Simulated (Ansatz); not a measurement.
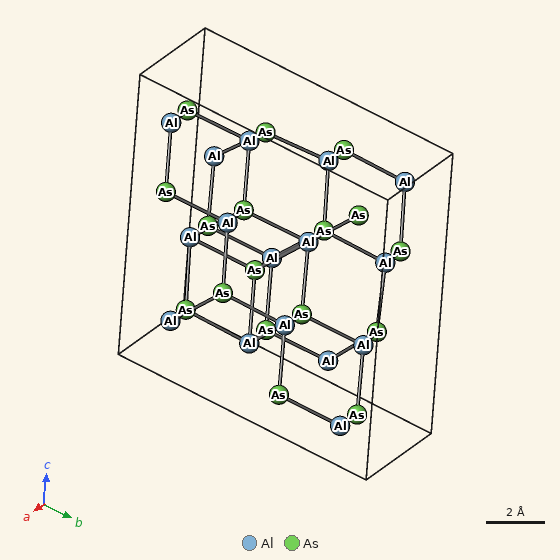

Ball-and-stick drawing of the structure, looking slightly off an axis. The supercell is outlined; an atom on or near a face, edge or corner is repeated at each equivalent position. The host is AlAs, in a cell of 32 sites, and the cell carries a charge of +1.

**Where does the cell differ from the host, and how?**

An interstitial arsenic atom. It is bonded to four Al in a tetrahedral arrangement at about 2.6 Å.

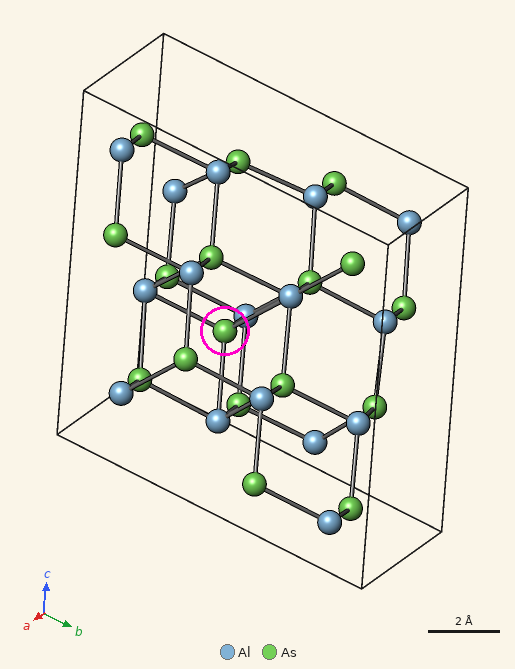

The same cell with a ring at the defect's site.

The atoms were relaxed in the host's cell with DFT PBE, scalar-relativistic, plane waves, PAW in Ansatz 0.2.0.
